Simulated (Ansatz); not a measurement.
**Geometry relaxation of TiSi₁₆ (part 2 of 2)**

TiSi₁₆ (defect cell, 17 atoms in the cell); DFT PBE, scalar-relativistic, plane waves, PAW, PAW set soft_1, no spin polarisation (Ansatz 0.2.0); cutoff 420 eV, 2×2×2 k-mesh, Fermi–Dirac smearing of 0.02 eV. It belongs to a series of runs on one base structure; here: start relaxed.

Geometry of the input (Å; fractional positions):
```
0.0000  5.4300  5.4300
5.4300  0.0000  5.4300
5.4300  5.4300  0.0000
Si 0.0000  0.0000  0.0000
Si 0.1250  0.1250  0.1250
Si -0.0000  0.0000  0.5000
Si 0.1250  0.1250  0.6250
Si -0.0000  0.5000  0.0000
Si 0.1250  0.6250  0.1250
Si -0.0000  0.5000  0.5000
Si 0.1250  0.6250  0.6250
Si 0.5000  -0.0000  0.0000
Si 0.6250  0.1250  0.1250
Si 0.5000  0.0000  0.5000
Si 0.6250  0.1250  0.6250
Si 0.5000  0.5000  0.0000
Si 0.6250  0.6250  0.1250
Si 0.5000  0.5000  0.5000
Si 0.6250  0.6250  0.6250
Ti 0.3803  0.3689  0.3707
```

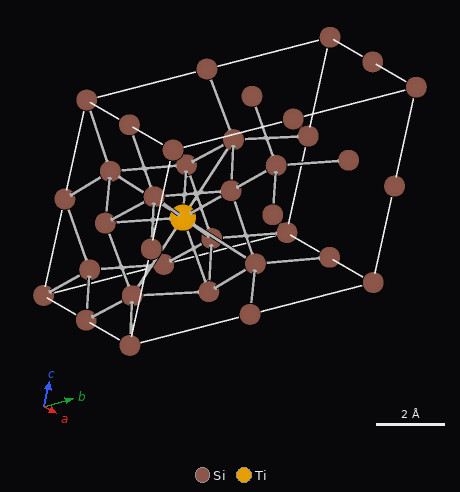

Fig. 1: The geometry at step 3 of the log (ball-and-stick view of the cell of the calculation, seen slightly off an axis).

**Output, continued**
```
--- Forces (eV/Å), atoms counted from 1 ---
  atom   1  Si    -0.00315366    -0.00743972    -0.00687532
  atom   2  Si    -0.00078675    -0.00002461     0.00006813
  atom   3  Si     0.00561741     0.00234628    -0.00243594
  atom   4  Si    -0.00118520     0.00730721     0.00679191
  atom   5  Si     0.00485560    -0.00218617     0.00210147
  atom   6  Si     0.00005028     0.00365023     0.00713001
  atom   7  Si    -0.04357371     0.02807989     0.02478518
  atom   8  Si     0.01489411    -0.00043329     0.00064286
  atom   9  Si    -0.00326692     0.00690356     0.00747583
  atom  10  Si     0.01774858     0.00059303    -0.00075596
  atom  11  Si     0.02138348    -0.03804031     0.03840674
  atom  12  Si    -0.00099535    -0.00712593    -0.00727964
  atom  13  Si     0.01982814     0.04023786    -0.03988538
  atom  14  Si     0.00023812    -0.00710381    -0.00400934
  atom  15  Si    -0.04392994    -0.02476461    -0.02807755
  atom  16  Si     0.00244844    -0.00002978    -0.00002922
  atom  17  Ti     0.00982719    -0.00196978     0.00194618
  max |Σ_I F_I| component: 1.62e-7 eV/Å
--- Band table (eV; the first three rows and the last of 8) ---
  k-point 0: bands = ["-49.1929", "-25.5782", "-25.5778", "-25.5764", "-5.0651", "-2.8646", "-2.6300", "-2.6282", "-2.6277", "-1.0911", "-0.9135", "-0.9133", "-0.9113", "-0.9101", "-0.9092", "-0.0854", "-0.0439", "-0.0434", "-0.0421", "3.9000", "3.9009", "3.9013", "4.1975", "4.1983", "4.1997", "4.9487", "4.9499", "5.1314", "5.1314", "5.1320", "5.8654", "5.8656", "5.8682", "6.6014", "6.6025", "6.6038", "7.1843", "7.1868", "7.1880", "7.4851", "7.4895", "7.8442", "8.4371", "8.4384", "8.4406", "8.4936", "8.8245", "8.8278", "8.8307", "9.1403", "9.1427", "10.2785", "10.2801", "10.2807", "10.2940"]
  k-point 1: bands = ["-49.1929", "-25.5782", "-25.5778", "-25.5764", "-4.3598", "-4.1442", "-2.5612", "-2.3316", "-2.3264", "-2.2574", "-2.2038", "-2.2015", "0.3435", "0.4140", "0.4163", "0.5561", "0.5595", "0.6248", "2.6871", "2.9189", "3.1572", "3.1602", "3.2695", "3.4597", "3.5004", "3.5024", "4.2653", "4.2679", "4.7260", "4.7289", "4.8034", "4.8967", "5.6159", "5.6160", "6.2235", "6.2258", "7.3128", "7.6178", "7.6244", "8.0299", "8.0310", "8.3942", "8.8106", "8.8930", "8.8974", "8.8984", "9.8189", "9.9332", "9.9383", "10.5472", "10.5519", "10.8154", "10.8177", "11.3689", "11.3692"]
  k-point 2: bands = ["-49.1929", "-25.5782", "-25.5778", "-25.5764", "-4.3602", "-4.1438", "-2.5612", "-2.3314", "-2.3272", "-2.2572", "-2.2035", "-2.2017", "0.3443", "0.4144", "0.4162", "0.5565", "0.5592", "0.6239", "2.6869", "2.9188", "3.1573", "3.1598", "3.2694", "3.4599", "3.5006", "3.5023", "4.2657", "4.2679", "4.7265", "4.7291", "4.8019", "4.8979", "5.6155", "5.6159", "6.2241", "6.2258", "7.3118", "7.6179", "7.6229", "8.0298", "8.0308", "8.3949", "8.8097", "8.8944", "8.8979", "8.8984", "9.8186", "9.9341", "9.9381", "10.5480", "10.5515", "10.8164", "10.8174", "11.3687", "11.3691"]
  k-point 7: bands = ["-49.1929", "-25.5782", "-25.5778", "-25.5764", "-4.3577", "-4.1468", "-2.5617", "-2.3307", "-2.3261", "-2.2579", "-2.2045", "-2.2004", "0.3417", "0.4127", "0.4176", "0.5561", "0.5602", "0.6279", "2.6862", "2.9173", "3.1552", "3.1596", "3.2695", "3.4601", "3.4989", "3.5026", "4.2678", "4.2684", "4.7246", "4.7255", "4.8105", "4.8921", "5.6176", "5.6183", "6.2214", "6.2246", "7.3142", "7.6224", "7.6244", "8.0315", "8.0325", "8.3946", "8.8136", "8.8909", "8.8928", "8.9005", "9.8182", "9.9338", "9.9376", "10.5452", "10.5509", "10.8149", "10.8180", "11.3673", "11.3682"]
--- Relaxed structure (4 steps of the walk, 4 accepted, 0 SCFs on fresh bases) ---
  F+E_penalty+E_count = -12670.22608309 eV   max|allowed force component| = 4.393e-2 eV/Å
  atoms:
    - { symbol: Si, position: [0.0018107059124584546, 0.0009591896876576845, 0.0011498280619453257] }
    - { symbol: Si, position: [0.1255930609818165, 0.1242770365066329, 0.12455393632109171] }
    - { symbol: Si, position: [0.002041111683791166, 0.0008700929002796644, 0.4950651359654798] }
    - { symbol: Si, position: [0.12156749600693437, 0.12161246947579438, 0.6279182945303948] }
    - { symbol: Si, position: [0.0020686667808241244, 0.49479653568218307, 0.0010849525630045598] }
    - { symbol: Si, position: [0.12169870260578397, 0.6277037390351062, 0.12166840992824524] }
    - { symbol: Si, position: [-0.012659069805402323, 0.5040111964040923, 0.5040763876003505] }
    - { symbol: Si, position: [0.12226590838567031, 0.6276190645505146, 0.6278599287565515] }
    - { symbol: Si, position: [0.4960978910161735, 0.0009599036528204763, 0.001149322971358585] }
    - { symbol: Si, position: [0.6285897338926407, 0.12145791882571283, 0.12138208799806954] }
    - { symbol: Si, position: [0.5042064876146974, -0.01272079139452223, 0.5043107254993808] }
    - { symbol: Si, position: [0.6289187659099518, 0.12161061333683726, 0.6279158163705554] }
    - { symbol: Si, position: [0.5042625060523057, 0.5043043644944202, -0.012823797317837893] }
    - { symbol: Si, position: [0.6289479204414212, 0.6277029030751617, 0.1216648682372663] }
    - { symbol: Si, position: [0.5045808834446707, 0.5040180549706897, 0.5040804811975209] }
    - { symbol: Si, position: [0.6250103896700754, 0.6250775245606017, 0.6249235609639392] }
    - { symbol: Ti, position: [0.3752980394061877, 0.37467918423601804, 0.37474546035268463] }
```

**Trajectory as extended XYZ (Å, eV, eV/Å), 4 frames, from step=1 to step=4**
```
17
Lattice="0.0000 5.4300 5.4300 5.4300 0.0000 5.4300 5.4300 5.4300 0.0000" Properties=species:S:1:pos:R:3:forces:R:3 step=1 energy=-12669.82622
Si    0.0000    0.0000    0.0000    0.2502   0.2651   0.2645
Si    1.3575    1.3575    1.3575    0.0150  -0.0006   0.0000
Si    2.7150    2.7150    0.0000   -0.2531  -0.2473   0.2477
Si    4.0725    4.0725    1.3575   -0.0134  -0.0324  -0.6424
Si    2.7150    0.0000    2.7150   -0.2508   0.2460  -0.2456
Si    4.0725    1.3575    4.0725   -0.0205  -0.6171  -0.0346
Si    5.4300    2.7150    2.7150    0.8515  -0.8334  -0.8317
Si    6.7875    4.0725    4.0725    0.5000   0.0045  -0.0047
Si    0.0000    2.7150    2.7150    0.2507  -0.2647  -0.2654
Si    1.3575    4.0725    4.0725   -0.7828  -0.0018   0.0030
Si    2.7150    5.4300    2.7150   -1.1886   1.2234  -1.2245
Si    4.0725    6.7875    4.0725   -0.0141   0.6459   0.0329
Si    2.7150    2.7150    5.4300   -1.1224  -1.1598   1.1588
Si    4.0725    4.0725    6.7875   -0.0212   0.0351   0.6206
Si    5.4300    5.4300    5.4300    0.8597   0.8389   0.8406
Si    6.7875    6.7875    6.7875   -0.0117  -0.0007   0.0015
Ti    4.0164    4.0781    4.0684    0.9518  -0.1012   0.0795
17
Lattice="0.0000 5.4300 5.4300 5.4300 0.0000 5.4300 5.4300 5.4300 0.0000" Properties=species:S:1:pos:R:3:forces:R:3 step=2 energy=-12670.19931
Si    0.0143    0.0192    0.0181   -0.0297  -0.0387  -0.0379
Si    1.3548    1.3580    1.3570   -0.0161   0.0013  -0.0009
Si    2.6914    2.6983    0.0168    0.0333   0.0262  -0.0264
Si    4.0706    4.0687    1.3273    0.0057   0.0063  -0.1399
Si    2.6914    0.0178    2.6973    0.0315  -0.0254   0.0252
Si    4.0697    1.3284    4.0683    0.0061  -0.1367   0.0082
Si    5.4627    2.6816    2.6816    0.2079  -0.2336  -0.2388
Si    6.8094    4.0732    4.0718    0.1303  -0.0010   0.0012
Si    0.0144    2.6969    2.6959   -0.0301   0.0380   0.0388
Si    1.3259    4.0723    4.0728   -0.1704  -0.0009   0.0005
Si    2.6848    5.4625    2.6824   -0.3604   0.3437  -0.3432
Si    4.0706    6.8178    4.0763    0.0060   0.1404  -0.0064
Si    2.6842    2.6817    5.4632   -0.3407  -0.3182   0.3187
Si    4.0696    4.0767    6.8168    0.0064  -0.0082   0.1370
Si    5.4628    5.4634    5.4635    0.2097   0.2410   0.2359
Si    6.7883    6.7871    6.7880    0.0180  -0.0020   0.0017
Ti    4.0514    4.0746    4.0710    0.2927  -0.0322   0.0261
17
Lattice="0.0000 5.4300 5.4300 5.4300 0.0000 5.4300 5.4300 5.4300 0.0000" Properties=species:S:1:pos:R:3:forces:R:3 step=3 energy=-12670.22608
Si    0.0115    0.0161    0.0150   -0.0032  -0.0075  -0.0069
Si    1.3512    1.3583    1.3568   -0.0008   0.0000   0.0001
Si    2.6929    2.6993    0.0158    0.0056   0.0024  -0.0024
Si    4.0700    4.0697    1.3205   -0.0012   0.0073   0.0067
Si    2.6926    0.0171    2.6980    0.0049  -0.0022   0.0021
Si    4.0691    1.3215    4.0693    0.0001   0.0036   0.0071
Si    5.4739    2.6684    2.6680   -0.0435   0.0280   0.0247
Si    6.8173    4.0732    4.0719    0.0149  -0.0004   0.0006
Si    0.0115    2.7001    2.6990   -0.0033   0.0069   0.0075
Si    1.3186    4.0723    4.0728    0.0177   0.0006  -0.0008
Si    2.6693    5.4762    2.6688    0.0213  -0.0380   0.0383
Si    4.0699    6.8246    4.0754   -0.0010  -0.0071  -0.0073
Si    2.6687    2.6685    5.4765    0.0198   0.0402  -0.0398
Si    4.0691    4.0758    6.8236    0.0002  -0.0071  -0.0040
Si    5.4740    5.4770    5.4767   -0.0439  -0.0247  -0.0280
Si    6.7875    6.7871    6.7880    0.0025   0.0000   0.0000
Ti    4.0694    4.0727    4.0724    0.0099  -0.0020   0.0020
17
Lattice="0.0000 5.4300 5.4300 5.4300 0.0000 5.4300 5.4300 5.4300 0.0000" Properties=species:S:1:pos:R:3:forces:R:3 step=4 energy=-12670.22608
Si    0.0115    0.0161    0.0150   -0.0032  -0.0074  -0.0069
Si    1.3512    1.3583    1.3568   -0.0008   0.0000   0.0001
Si    2.6929    2.6993    0.0158    0.0056   0.0023  -0.0024
Si    4.0700    4.0697    1.3205   -0.0012   0.0073   0.0068
Si    2.6926    0.0171    2.6980    0.0049  -0.0022   0.0021
Si    4.0691    1.3215    4.0693    0.0001   0.0037   0.0071
Si    5.4739    2.6684    2.6680   -0.0436   0.0281   0.0248
Si    6.8173    4.0732    4.0719    0.0149  -0.0004   0.0006
Si    0.0115    2.7001    2.6990   -0.0033   0.0069   0.0075
Si    1.3186    4.0723    4.0728    0.0177   0.0006  -0.0008
Si    2.6693    5.4762    2.6688    0.0214  -0.0380   0.0384
Si    4.0699    6.8246    4.0754   -0.0010  -0.0071  -0.0073
Si    2.6687    2.6685    5.4765    0.0198   0.0402  -0.0399
Si    4.0691    4.0758    6.8236    0.0002  -0.0071  -0.0040
Si    5.4740    5.4770    5.4767   -0.0439  -0.0248  -0.0281
Si    6.7875    6.7871    6.7880    0.0024   0.0000   0.0000
Ti    4.0694    4.0727    4.0724    0.0098  -0.0020   0.0019
```

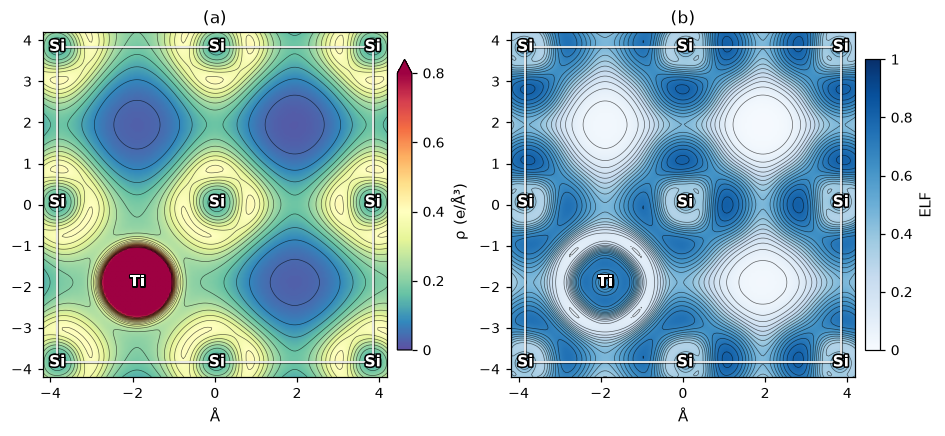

Fig. 2: (a) valence electron density; (b) electron localisation function on the (101) plane of the calculation cell. Atoms in the plane: Si and Ti. Ti–Si (2.75 Å): the density is about 0.27 e/Å³ at the midpoint; the ELF is about 0.35 at the midpoint. Away from the nuclei the density in this plane falls to 0.02 e/Å³ at its lowest. The strong features right at Ti lie inside the PAW spheres (semicore, d or f shells) and say nothing about bonding. The fields are those of the smooth PAW valence density.

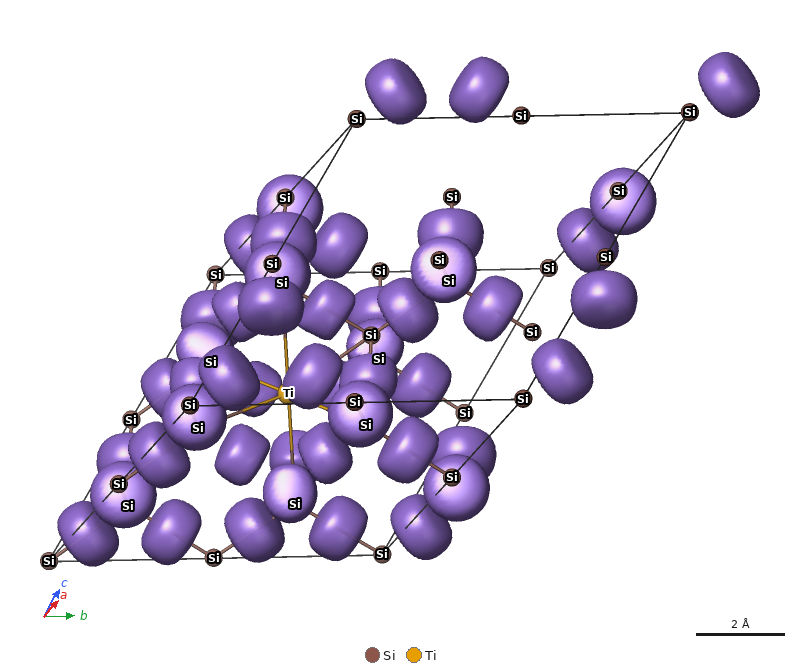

Fig. 3: Isosurface of the ELF at 0.75 (purple), seen at an oblique angle. Only the valence region is drawn (cores and ρ < 0.01 e/Å³ removed). Sticks mark near contacts. The outline is the calculation cell. Along the contacts the grid gives the following. Ti–Si (2.43 Å): the ELF is about 0.35 at the midpoint.
